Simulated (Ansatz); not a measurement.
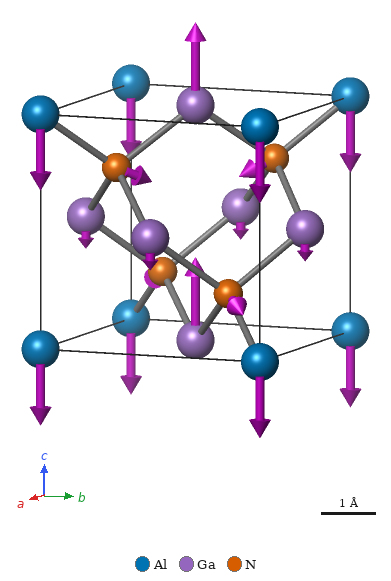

One vibrational mode of a crystal of AlGa$_{3}$N$_{4}$ at the zone centre. The purple arrows are the displacements of the atoms (eigenvector over the root of the mass), of arbitrary overall length and sign. The picture is a ball-and-stick view of the cell of the calculation, seen slightly off an axis.

All numbers below come from DFT LDA, scalar-relativistic, plane waves, PAW in Ansatz 0.2.0. (plane-wave cutoff 420 eV; k-point mesh 6 × 6 × 6; occupations fixed; no spin polarisation)

Frequencies are those without the non-analytic (LO–TO) term.

**Give the symmetry, activity and frequency of this mode.**

This is the T₂ mode (triply degenerate; one member of the set is drawn) at 29.5 meV, optical level 2 of 8, counted from below, infrared- and Raman-active by symmetry. It mainly bends the Al–N, Ga–N bonds; the kinetic energy is shared as Ga 70 %, Al 20 %, N 10 %. Its infrared intensity is 0.35 (D/Å)²/amu for the set.
